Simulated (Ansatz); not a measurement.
## CdTe: band-structure calculation

- system: CdTe (Imm2, 2 atoms in the cell)
- method: DFT, r2SCAN, plane waves, PAW, no spin polarisation (Ansatz 0.2.0)

The structure was built on a prototype by a generator. The geometry comes from this level: r2SCAN (a point of a series of strains). It belongs to a series of runs on one base structure; here: shear_xy strain +1.0%. Figures and captions count atoms from 1; the log counts them from 0 in places.

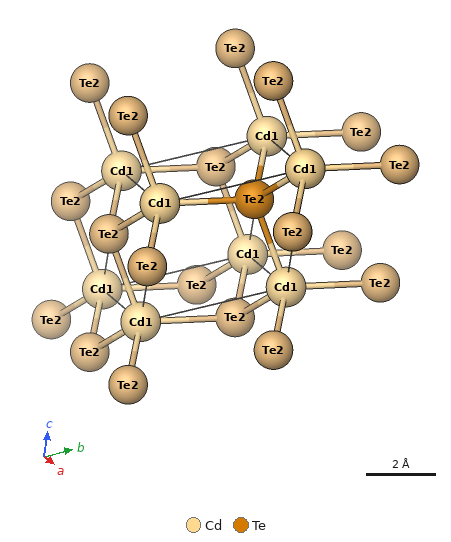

Fig. 1: The structure as given in the input (ball-and-stick view of the reduced cell, seen slightly off an axis; neighbours outside the cell are drawn fainter; atoms are numbered from 1 in the order of the input).

The input
```yaml
crystal:
  lattice:
    - [0.0163997756, 3.2799551159, 3.2799551159]
    - [3.2799551159, 0.0163997756, 3.2799551159]
    - [3.2963548915, 3.2963548915, 0.0]
  atoms:
    - { symbol: Cd, position: [0.0009837482, 0.0009837482, -0.0009837482] }
    - { symbol: Te, position: [0.2490162518, 0.2490162518, 0.2509837482] }
kpoints:
  mp_grid: { grid: [6, 6, 6] }
  band_path:
    path:
      - [0.0, 0.0, 0.0]
      - [-0.5, -0.5, 0.0]
      - [-0.375, -0.375, 0.25]
      - [-0.375, 0.0, 0.375]
      - [0.0, 0.0, 0.5]
      - [-0.5, -0.25, 0.25]
    npoints: 1
hamiltonian:
  xc: r2scan
scf:
  occupations: { method: fixed }
  n_extra_bands: 4
output:
  forces: true
  stress: true
  eigenvalues: true
  write_density: true
  write_potential: true
  elf: true
  volumetric_format: npy
```

Run on 4 threads of Intel Xeon (Granite Rapids), 12 GiB of memory available, shared host.

Launched with:
```bash
ansatz run input.yaml --threads 4 --pin off --max-ram 4608MiB --backend cpu --events-out ev --progress --plain --runs-dir out
```

Output
```
scf.n_extra_bands = 4 over 18 filled bands (N_el = 36.0): the run solves 22 bands
Engine: ansatz 0.2.0, x86_64-unknown-linux-gnu
Pseudopotentials: kind: paw
Pseudopotential: Cd, paw, valence charge 20, recommended cutoff 500 eV (meta_gga), Cd.paw.azcp
Pseudopotential: Te, paw, valence charge 16, recommended cutoff 500 eV (meta_gga), Te.paw.azcp
Functional definition: r2SCAN
  parameter k0 = 0.174
  parameter k1 = 0.065
  parameter a1 = 4.9479
  exchange = r2scan_x(k0 = k0, k1 = k1, a1 = a1)
  correlation = r2scan_c
Crystal: 2 atoms, lattice volume = 70.570 Å³
Basis set: ecut = 500 eV, 1811 PW (Γ), exchange–correlation on 144×144×144 points (64 copies of the dense FFT grid, shifted against one another)
Bands: 22, of which v1, the nominal top of the filled ones, is band 18 counted from 1 (17 counted from 0)
Symmetry: 4 space group operations
Space group: Imm2 (ITA 44), of the structure as read, at distance tolerance 4.1e-5 Å
k-points: 46 of 216 (time reversal used)
Non-local potential: Cd, projectors of the file, l = 0: 3, l = 1: 2, l = 2: 2, l = 3: 1
Non-local potential: Te, projectors of the file, l = 0: 2, l = 1: 2, l = 2: 2, l = 3: 2
PAW form: soft (Blöchl's): semilocal exchange-correlation on the pseudo side does not see the compensation charge
PAW frozen core: Cd, regenerated for the run's functional (the file was generated under x = pbe(κ = 0.804, μ = 0.2195149727645171), c = pbe(β = 0.06672455060314922))
PAW frozen core: Te, regenerated for the run's functional (the file was generated under x = pbe(κ = 0.804, μ = 0.2195149727645171), c = pbe(β = 0.06672455060314922))
PAW one-centre angular grid: Cd, 590 points (default); XC on 160 Gauss nodes
PAW one-centre angular grid: Te, 590 points (default); XC on 160 Gauss nodes
Initial density: superposition of atomic densities (neutral atoms: chi_scale 0, normalization atom), corrected by the library's trained network
Initial wavefunctions: pseudopotential atomic-orbital guess
Functional: x = r2scan, c = r2scan; τ floored in thin density (d = 2e-4 eV/Å³)
SCF iter   1: F=—  HF=-15264.129508 eV  |F-HF|=—  |Δ(HF+E_count)|=         —  Δρ=4.40e-3  dr2=8.31e-3  dr2_τ=1.07e-2  ethr=1.77e-3  ⟨swp⟩=5.0  Hψ=3965  notcnv=0  defer=85
preconditioner: auto → none  [insulator: Δε(μ)=1.089 eV  Ē_g=11.920 eV  n_scr=14 (ndim 8)  ℏωp=18.8 eV  f_vac=0.199  ε∞_Penn≈3.5]
SCF iter   2: F=—  HF=-15264.135237 eV  |F-HF|=—  |Δ(HF+E_count)|=   5.73e-3  Δρ=2.23e-3  dr2=1.50e-3  dr2_τ=3.36e-4  ethr=2.31e-5  ⟨swp⟩=3.9  Hψ=2414  notcnv=0  defer=92
SCF iter   3: F=—  HF=-15264.135874 eV  |F-HF|=—  |Δ(HF+E_count)|=   6.37e-4  Δρ=1.01e-3  dr2=3.60e-4  dr2_τ=4.11e-5  ethr=4.16e-6  ⟨swp⟩=2.0  Hψ=1472  notcnv=0  defer=92
SCF iter   4: F=—  HF=-15264.136038 eV  |F-HF|=—  |Δ(HF+E_count)|=   1.64e-4  Δρ=8.97e-5  dr2=4.50e-6  dr2_τ=3.20e-7  ethr=1.00e-6  ⟨swp⟩=2.0  Hψ=1932  notcnv=0  defer=92
SCF iter   5: F=—  HF=-15264.136015 eV  |F-HF|=—  |Δ(HF+E_count)|=   2.29e-5  Δρ=2.60e-5  dr2=2.17e-7  dr2_τ=1.85e-8  ethr=1.25e-8  ⟨swp⟩=2.1  Hψ=1769  notcnv=0  defer=47
SCF iter   6: F=-15264.136015 eV  HF=-15264.136015 eV  |F-HF|=6.17e-9  |Δ(HF+E_count)|=   1.89e-7  Δρ=5.98e-6  dr2=8.98e-9  dr2_τ=1.13e-9  ethr=2.78e-10  ⟨swp⟩=12.0  Hψ=7680  notcnv=0
SCF 1 converged in 6 iterations: F = -15264.136015 eV  dr2 = 8.98e-9
  greatest PAW one-centre occupation: 1.001 electrons in one spin orbital (limit 2), on the Cd atom at site 0 (counted from 0), in its partial waves of l = 1
NSCF: frozen V_eff on 6 k-points
SCF converged after 6 iterations
Free energy (F): -15264.136015 eV
Harris-Foulkes:  -15264.136015 eV  (|F-HF|=6.17e-9)
Internal energy: -15264.136015 eV  (E = F + TS)
E sigma→0 (E₀):  -15264.136015 eV
Fermi energy:    6.731635 eV
--- Per-component energies (eV) ---
  E_band       = -842.043077
  E_kinetic    = 685.236932
  E_local      = -5500.445390  (includes V_loc(G=0)·N_el)
  E_nonlocal   = -275.662516
  E_hartree    = 2767.691140
  E_xc         = -283.199210
  E_vxc        = -357.246639  (∫ρ·V_xc dr)
  E_paw        = -8793.030842  (= ΣΔE_a)
  E_vpaw       = -953.527588  (= ΣTr[D̂ρ^β])
  E_aug_tail   = -0.000033  (compensation charges beyond the density's cutoff)
  E_vtau       = 24.220449  (kinetic-family band-sum trace: ∫τ·v_τ [+ j·A + Jᵃ·Aᵃ] dr)
  E_ewald      = -3864.446181
  E_core_change = -0.279915  (= ΣΔE_core)
  E_smearing   = -0.000000  (= −TS)
  E_closure    = 0.000000  (closes the sum)
  Σ components = -15264.136015   (vs F -15264.136015, Δ=0.00e0)
--- Forces (eV/Å), atoms counted from 1 ---
  atom   1  Cd    -0.00000000    -0.00000000     0.00016848
  atom   2  Te     0.00000000     0.00000000    -0.00016537
  max |Σ_I F_I| component: 3.11e-6 eV/Å
--- Stress (GPa, compression-positive) ---
       -0.028093      -0.199127       0.000000
       -0.199127      -0.028093      -0.000000
        0.000000      -0.000000      -0.029293
  P = ⅓ Tr σ = -0.0285 GPa (-0.285 kbar)
--- Band table (eV; the first three rows and the last of 46) ---
  k-point 0: bands = ["-98.1565", "-58.3088", "-58.3088", "-58.3087", "-29.9806", "-29.9798", "-29.9786", "-29.9696", "-29.9694", "-4.6034", "-1.7726", "-1.7719", "-1.7712", "-1.5204", "-1.5203", "6.6806", "6.7051", "6.7316", "7.8662", "11.7375", "11.7834", "11.8278"]
  k-point 1: bands = ["-98.1565", "-58.3088", "-58.3088", "-58.3087", "-29.9806", "-29.9797", "-29.9785", "-29.9695", "-29.9694", "-4.5098", "-1.7545", "-1.7538", "-1.6853", "-1.5214", "-1.5209", "5.0612", "6.4873", "6.5208", "8.9143", "11.8080", "12.1023", "12.1482"]
  k-point 2: bands = ["-98.1565", "-58.3089", "-58.3088", "-58.3088", "-29.9806", "-29.9796", "-29.9783", "-29.9695", "-29.9693", "-4.3243", "-1.7235", "-1.7233", "-1.5182", "-1.5170", "-1.4084", "3.2393", "6.1291", "6.1609", "9.0450", "12.3842", "12.4021", "13.2713"]
  k-point 45: bands = ["-98.1565", "-58.3089", "-58.3089", "-58.3088", "-29.9803", "-29.9800", "-29.9780", "-29.9695", "-29.9691", "-4.1198", "-1.6194", "-1.6161", "-1.6112", "-1.4919", "-1.0288", "2.5442", "4.8851", "4.9678", "9.6169", "9.7623", "15.9353", "16.3344"]
```

File bands.tsv
```
# k_distance	band_0	band_1	band_2	band_3	band_4	band_5	band_6	band_7	band_8	band_9	band_10	band_11	band_12	band_13	band_14	band_15	band_16	band_17	band_18	band_19	band_20	band_21
# fermi_ev = 6.731635
# lock_threshold_ev = 1e-6
# [0, 0, 0] at k_distance = 0.000000
# [-0.5, -0.5, 0] at k_distance = 0.957816
# [-0.375, -0.375, 0.25] at k_distance = 1.294770
# [-0.375, 0, 0.375] at k_distance = 1.883280
# [0, 0, 0.5] at k_distance = 2.471790
# [-0.5, -0.25, 0.25] at k_distance = 3.149081
# levels_relative_to = fermi_ev
# free_energy_ev = -15264.136015
# largest_residual_norms_ev = 4.798e-4 3.830e-4 3.753e-4 3.666e-4 4.019e-4 3.596e-4 3.760e-4 3.761e-4 4.693e-4 1.659e-3 7.506e-4 7.175e-4 5.879e-4 6.496e-4 1.379e-3 1.480e-3 7.699e-4 8.598e-4 1.346e-3 1.387e-3 1.966e-3 1.800e-3
0.000000	-104.888179	-65.040477	-65.040419	-65.040369	-36.712276	-36.711430	-36.710193	-36.701187	-36.701007	-11.335048	-8.504204	-8.503564	-8.502801	-8.251988	-8.251921	-0.050996	-0.026542	0.000000	1.134577	5.005885	5.051772	5.096159
0.957816	-104.888147	-65.040502	-65.040493	-65.040392	-36.711908	-36.711681	-36.709614	-36.701129	-36.700753	-10.851455	-8.350997	-8.347692	-8.342853	-8.223517	-7.760395	-4.187391	-1.846582	-1.763802	2.885271	3.030667	9.203684	9.602793
1.294770	-104.888152	-65.040497	-65.040479	-65.040408	-36.711891	-36.711620	-36.709701	-36.701051	-36.700862	-10.863042	-8.390327	-8.374045	-8.293610	-8.238379	-7.727244	-4.083337	-2.489424	-1.458798	3.288616	4.717944	7.749464	7.897806
1.883280	-104.888156	-65.040527	-65.040452	-65.040408	-36.712209	-36.711003	-36.710029	-36.701163	-36.700704	-10.861706	-8.392130	-8.372693	-8.292912	-8.238786	-7.723022	-4.077465	-2.472623	-1.496529	3.223183	4.796781	7.725956	7.902680
2.471790	-104.888157	-65.040487	-65.040466	-65.040399	-36.712251	-36.711204	-36.709912	-36.701052	-36.700948	-10.965738	-8.442898	-8.442257	-8.244847	-8.243171	-7.907467	-4.309397	-0.760078	-0.729149	2.210107	5.615225	5.624116	7.344205
3.149081	-104.888152	-65.040517	-65.040467	-65.040404	-36.711989	-36.711385	-36.709844	-36.701054	-36.700815	-10.852845	-8.386074	-8.378782	-8.278522	-8.250570	-7.688977	-4.051495	-2.261764	-2.108127	4.511603	4.931597	6.029041	6.706629
```

File rho_z.tsv
```
# z_ang	rho[e/angstrom^3]
# format = ansatz-planar-average/11
# lattice	0.016399776	3.279955116	3.279955116
# lattice	3.279955116	0.016399776	3.279955116
# lattice	3.296354892	3.296354892	0.000000000
# sites	2
# site	48	0.000000000	0.000000000	0.006453300
# site	52	1.648177446	1.648177446	1.633524258
0.000000	1.221419e0
0.129493	1.195671e0
0.258986	1.096101e0
0.388479	9.681238e-1
0.517972	8.615423e-1
0.647465	8.081606e-1
0.776958	8.112412e-1
0.906451	8.483528e-1
1.035944	8.839572e-1
1.165437	8.850432e-1
1.294930	8.335747e-1
1.424424	7.313213e-1
1.553917	5.960585e-1
1.683410	4.533676e-1
1.812903	3.276286e-1
1.942396	2.339919e-1
2.071889	1.742567e-1
2.201382	1.388924e-1
2.330875	1.154223e-1
2.460368	9.692132e-2
2.589861	8.213364e-2
2.719354	7.091724e-2
2.848847	6.294514e-2
2.978340	5.815958e-2
3.107833	5.672727e-2
3.237326	5.938987e-2
3.366819	6.774161e-2
3.496312	8.494923e-2
3.625805	1.173966e-1
3.755298	1.755139e-1
3.884791	2.715421e-1
4.014285	4.134857e-1
4.143778	5.980203e-1
4.273271	8.061796e-1
4.402764	1.004606e0
4.532257	1.153873e0
```

File v_z.tsv
```
# z_ang	v_es[eV]	v_tot[eV]
# format = ansatz-planar-average/11
# xc	r2scan
# density_cutoff_ev	2000
# datasets	Cd=:simpson_from_first_knot:soft:shift=0	Te=:simpson_from_first_knot:soft:shift=0
# lattice	0.016399776	3.279955116	3.279955116
# lattice	3.279955116	0.016399776	3.279955116
# lattice	3.296354892	3.296354892	0.000000000
# sites	2
# site	48	0.000000000	0.000000000	0.006453300
# site	52	1.648177446	1.648177446	1.633524258
0.000000	2.950663e0	-8.559584e0
0.129493	2.288833e0	-9.523778e0
0.258986	1.911435e0	-1.006972e1
0.388479	1.948078e0	-1.008257e1
0.517972	2.432218e0	-9.566021e0
0.647465	3.316877e0	-8.567631e0
0.776958	4.486056e0	-7.198662e0
0.906451	5.759534e0	-5.667648e0
1.035944	6.911281e0	-4.223880e0
1.165437	7.721786e0	-3.095283e0
1.294930	8.057752e0	-2.436993e0
1.424424	7.952055e0	-2.213773e0
1.553917	7.599980e0	-2.200255e0
1.683410	7.230299e0	-2.156408e0
1.812903	7.025265e0	-1.898249e0
1.942396	7.107109e0	-1.335328e0
2.071889	7.517342e0	-4.698524e-1
2.201382	8.205457e0	6.704742e-1
2.330875	9.019169e0	1.926752e0
2.460368	9.750673e0	3.032614e0
2.589861	1.025124e1	3.851586e0
2.719354	1.053183e1	4.396120e0
2.848847	1.066147e1	4.703547e0
2.978340	1.066373e1	4.821360e0
3.107833	1.054814e1	4.738649e0
3.237326	1.031613e1	4.456101e0
3.366819	9.939457e0	4.037680e0
3.496312	9.385579e0	3.366049e0
3.625805	8.691051e0	2.285662e0
3.755298	7.932490e0	9.051656e-1
3.884791	7.175247e0	-5.855486e-1
4.014285	6.448198e0	-2.098585e0
4.143778	5.753382e0	-3.553716e0
4.273271	5.079805e0	-4.909817e0
4.402764	4.414160e0	-6.177957e0
4.532257	3.705885e0	-7.394586e0
```

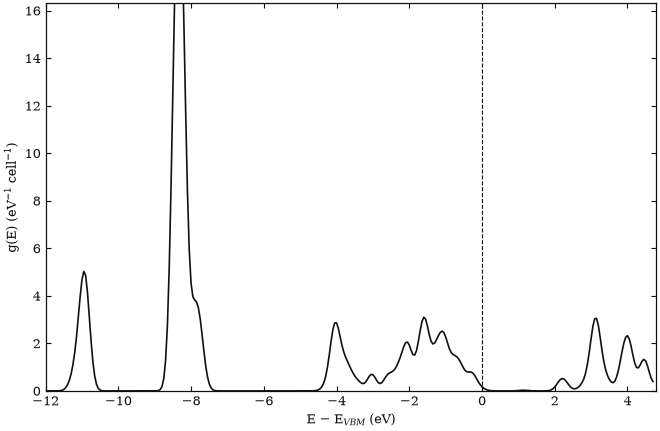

Fig. 2: Density of states (the curve is built from the levels of the k mesh with Gaussians 0.3 eV wide, which also blur the band edges), with energies from the valence-band top. There is a gap of 1.13 eV on the k-point mesh. Small ripples come from the finite k-point mesh.

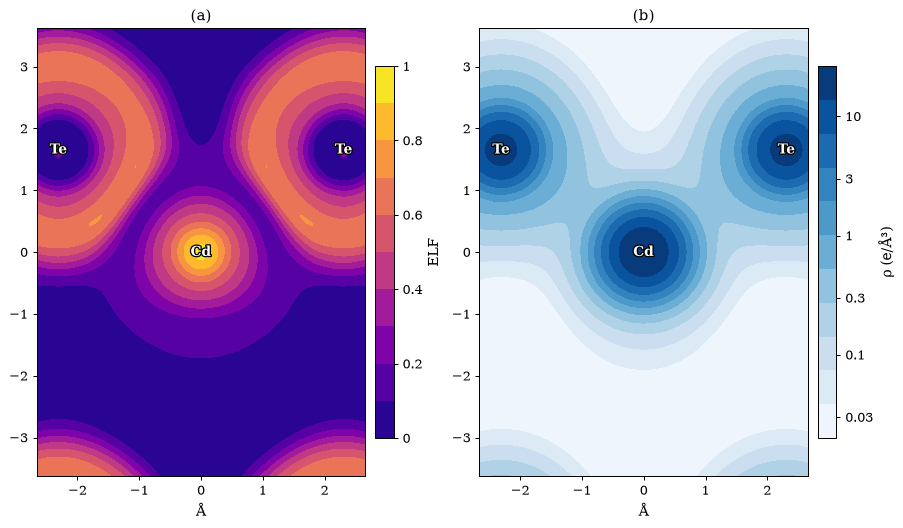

Fig. 3: (a) ELF; (b) valence pseudo-density on the (010) plane of the conventional cell. The section cuts through Cd and Te sites. Cd–Te (2.84 Å): ρ is about 0.34 e/Å³ halfway; the ELF is about 0.50 at the midpoint. Away from the nuclei the density in this plane falls to 0.007 e/Å³ at its lowest. The strong features right at Cd lie inside the PAW spheres (semicore, d or f shells) and say nothing about bonding. In a PAW calculation such maps are meaningful between the atoms, not at the nuclei.

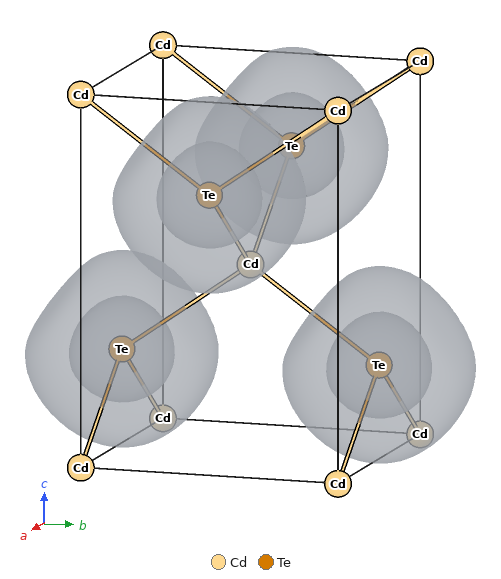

Fig. 4: Isosurface of the electron localisation function at 0.5 (grey), seen slightly off an axis. Only the valence region is drawn (cores and ρ < 0.01 e/Å³ removed). Sticks mark near contacts. The outline is the cell set on symmetry axes. Values along the shortest contacts: Cd–Te (2.84 Å): the ELF is about 0.50 at the midpoint.

Key numbers

```json
{"quantity": "outcome", "value": "converged"}
{"quantity": "space group (tolerance 0.01 Å)", "value": "Imm2 (44)"}
{"quantity": "electrons treated", "value": "36"}
{"quantity": "free energy", "value": "−15264.1360 eV"}
{"quantity": "Fermi energy", "value": "6.732 eV"}
{"quantity": "gap on the k-point mesh", "value": "1.13 eV"}
{"quantity": "pressure", "value": "−0.03 GPa"}
{"quantity": "largest force (length of the vector)", "value": "under 0.001 eV/Å"}
{"quantity": "wall time", "value": "2.3 s (CPU time 8.5 s)"}
{"quantity": "peak memory", "value": "0.66 GiB"}
```

Remarks

Spin-orbit coupling is left out, which matters for Te.
